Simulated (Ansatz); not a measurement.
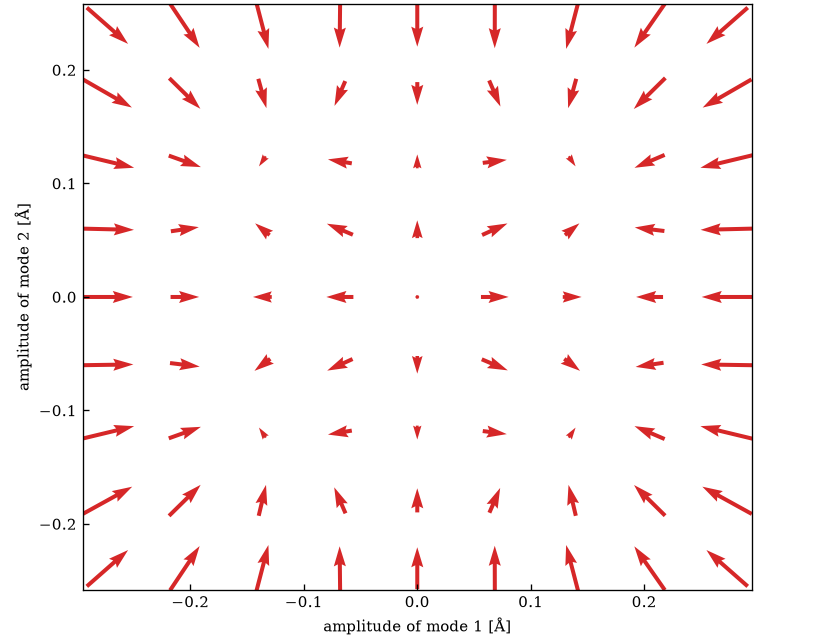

TaN (Fm-3m, No. 225; 4 atoms in the cell). The energy is mapped over two normal modes frozen in (zone-centre modes of the 4-atom cell of this scan, which folds in the wave vector (0, 1/2, 1/2) of the primitive cell). The first coordinate is: amplitude of mode 1 (275i cm⁻¹), largest displacement; the second: amplitude of mode 2 (80i cm⁻¹), largest displacement. Nothing is relaxed (the cell and all other modes fixed). The scan uses a 9 × 9 grid; 29 points were computed and 52 follow by symmetry. Points are written as (first, second). Level of theory: Ansatz 0.2.0, DFT PBE, scalar-relativistic, plane waves, PAW. Settings: cutoff 520 eV, k-mesh 14×14×10 in the order of the run's cell vectors, gaussian smearing 0.15 eV, no spin polarisation.

In the figure: arrows along the force (downhill), their lengths compressed.

### The arrows alone are given. Where are the wells?

The arrows converge at about (−0.149 Å, −0.103 Å); about (−0.14 Å, 0.10 Å); about (0.14 Å, −0.10 Å); about (0.14 Å, 0.10 Å) (read from the interpolated surface).

The energy map of the same scan:

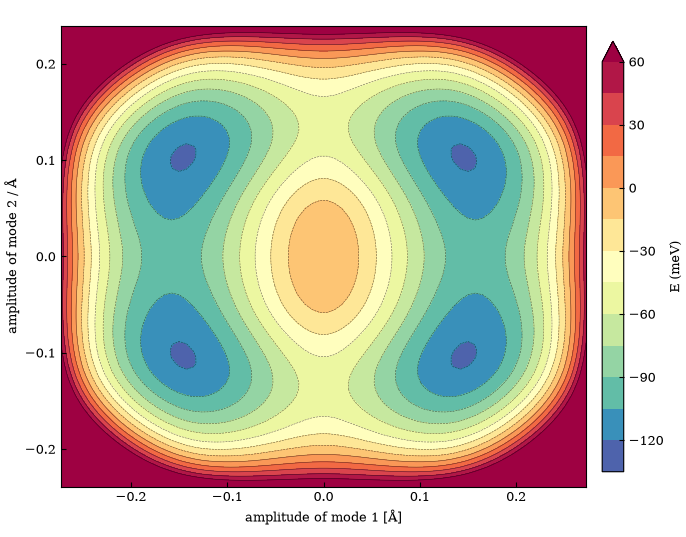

Energies are in meV, from the relaxed high-symmetry cell; between grid points the surface is interpolated.

PAW datasets: the set soft_1.
